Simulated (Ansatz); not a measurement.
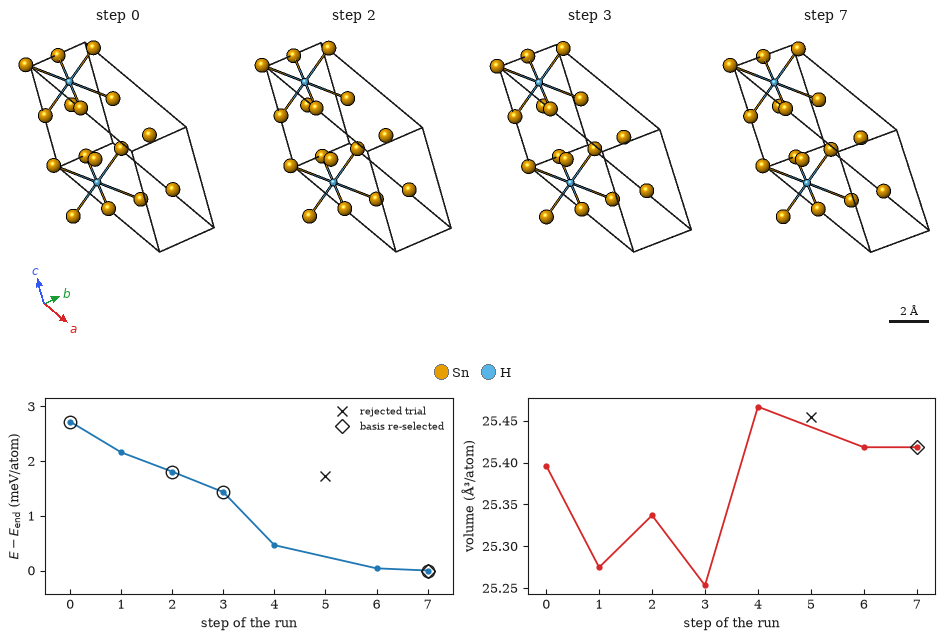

Frames of a relaxation of crystalline Sn8H (set up in I4/mmm), marked on the history of the run. Style: ball-and-stick. Shown: the cell of the calculation, slightly off an axis.

Case: 1 H put on empty site 1 of 8 host cells, relaxed.

All numbers below come from DFT PBE, scalar-relativistic, plane waves, PAW in Ansatz 0.2.0.

Input
```yaml
crystal:
  lattice:
    - [-3.4026520559, 3.4026520559, 4.9353664205]
    - [3.4026520559, -3.4026520559, 4.9353664205]
    - [3.4026520559, 3.4026520559, -4.9353664205]
  atoms:
    - { symbol: Sn, position: [-0.0297501877, -0.0297501877, 0.0] }
    - { symbol: Sn, position: [0.0091083026, 0.0091083026, 0.5182166051] }
    - { symbol: Sn, position: [0.0091083026, 0.4908916974, 0.0] }
    - { symbol: Sn, position: [0.0, 0.5, 0.5] }
    - { symbol: Sn, position: [0.4908916974, 0.0091083026, 0.0] }
    - { symbol: Sn, position: [0.5, 0.0, 0.5] }
    - { symbol: Sn, position: [0.5297501877, 0.5297501877, 0.0] }
    - { symbol: Sn, position: [0.4908916974, 0.4908916974, 0.4817833949] }
    - { symbol: H, position: [0.25, 0.25, 0.0] }
basis:
  ecutwfc: 420
kpoints:
  mp_grid: { grid: [6, 6, 6] }
hamiltonian:
  xc: pbe
scf:
  occupations: { method: gaussian, width: 0.1 }
output:
  forces: true
  stress: true
  eigenvalues: true
relax:
  adjacent_minimum: "off"
  f_tol: 0.025
  max_steps: 70
  cell: { stress_tol: 0.12 }
```

Run as
```bash
ansatz run input.yaml --threads 2 --pin off --max-ram 5120MiB --backend cpu --events-out ev --progress --plain --runs-dir out
```

What happens along the run?

The largest moves relative to the cell, 0.080 Å, are those of Sn1 and Sn7. Sn7 goes along [−1 −1 0]. H stays in place. The volume changes by +0.1 %, with a = b = c 6.893 → 6.987 Å (+1.4 %), α 120.8° → 123.1°, β 120.8° → 123.1°, γ 88.6° → 84.7°. Near-neighbour distances that change, for instance: Sn1–H9 2.761 → 2.809 Å, Sn2–H9 2.318 → 2.303 Å. The space group stays I4/mmm (No. 139). Over 5 accepted moves (7 points after the start) the energy falls by 2.7 meV per atom. The largest force component goes from 0.091 to 0.0052 eV/Å. Pressure: −0.10 GPa at the start and −0.01 GPa at the end. The line search rejected the trial step at point 5 of the run. The SCF was repeated once at an unchanged geometry on a basis and grid sized afresh for the cell, which shifted the energy by less than 0.05 meV per atom at most. From step 0 to 2: Sn atoms move most (0.06 Å), volume −0.2 %, energy −0.9 meV per atom. From step 2 to 3: Sn atoms move most (0.13 Å), volume −0.3 %, energy −0.4 meV per atom. From step 3 to 7: Sn atoms move most (0.12 Å), volume +0.7 %, energy −1.4 meV per atom.

| step | E − E(0), meV/atom | largest force component, eV/Å | pressure, GPa | volume, Å³/atom | note |
| --- | --- | --- | --- | --- | --- |
| 0 | 0.00 | 0.0907 | -0.10 | 25.396 |  |
| 1 | -0.56 | 0.0290 | 0.13 | 25.275 |  |
| 2 | -0.92 | 0.0232 | 0.01 | 25.337 |  |
| 3 | -1.29 | 0.0856 | 0.22 | 25.253 |  |
| 4 | -2.26 | 0.0619 | -0.12 | 25.467 |  |
| 5 | -1.00 | 0.1175 | 0.06 | 25.454 | rejected |
| 6 | -2.68 | 0.0053 | -0.01 | 25.418 |  |
| 7 | -2.72 | 0.0052 | -0.01 | 25.418 | same geometry, new basis |
